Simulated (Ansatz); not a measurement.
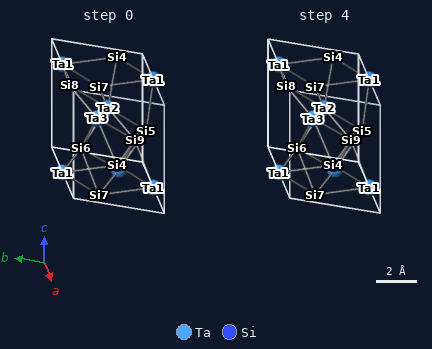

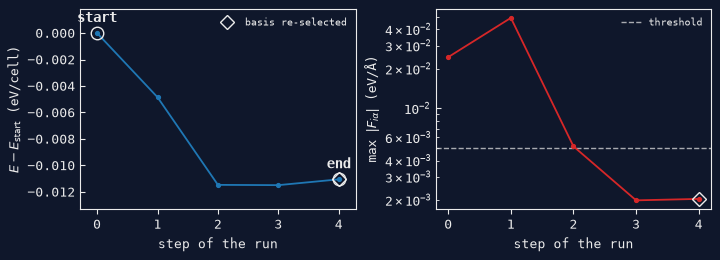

First and last geometry of a relaxation of a crystal of TaSi₂ (set up in P6_422), with the history of the run. Style: ball-and-stick. Shown: the cell of the calculation, from a free direction.

The calculation used Ansatz, DFT PBEsol, scalar-relativistic, plane waves, PAW. Settings: plane-wave cutoff 420 eV; k-point mesh 12 × 12 × 6; occupations gaussian; smearing width 0.1 eV; no spin polarisation; cell and atoms relaxed; force threshold 0.005 eV/Å; at most 80 steps.

> Read the history and describe the run.

It converged. After 3 accepted moves (4 points after the start) the energy has fallen by 11.1 meV per cell of the calculation. The largest force component goes from 0.025 to 0.002 eV/Å. Pressure: −2.21 GPa at the start and −0.01 GPa at the end. The SCF was repeated once at an unchanged geometry on a basis and grid sized afresh for the cell, which shifted the energy by 0.4 meV per cell of the calculation at most. The atoms keep their places relative to the cell (all moves are under 0.005 Å). The drawn cell changes as follows: a = b 4.784 → 4.761 Å (−0.5 %), c 6.570 → 6.556 Å (−0.2 %); the volume changes by −1.2 %. Near-neighbour distances that change, for instance: Ta1–Si4 2.826 → 2.810 Å, Ta1–Si4 (another image) 2.731 → 2.719 Å, Ta1–Ta2 3.243 → 3.232 Å, Ta1–Si5 2.607 → 2.599 Å. The space group stays P6_422 (No. 181). The run took 45 s on 2 threads of Intel(R) Xeon(R) 6975P-C (Granite Rapids), with other jobs on the host, peak memory 0.62 GiB.

```csv
step,"E − E(0), meV/atom","largest force component, eV/Å","pressure, GPa","volume, Å³/atom",note
0,0.00,0.0245,-2.21,14.468,
1,-0.54,0.0488,1.71,14.174,
2,-1.27,0.0051,-0.05,14.303,
3,-1.28,0.0020,-0.01,14.300,
4,-1.23,0.0020,-0.01,14.300,"same geometry, new basis"
```
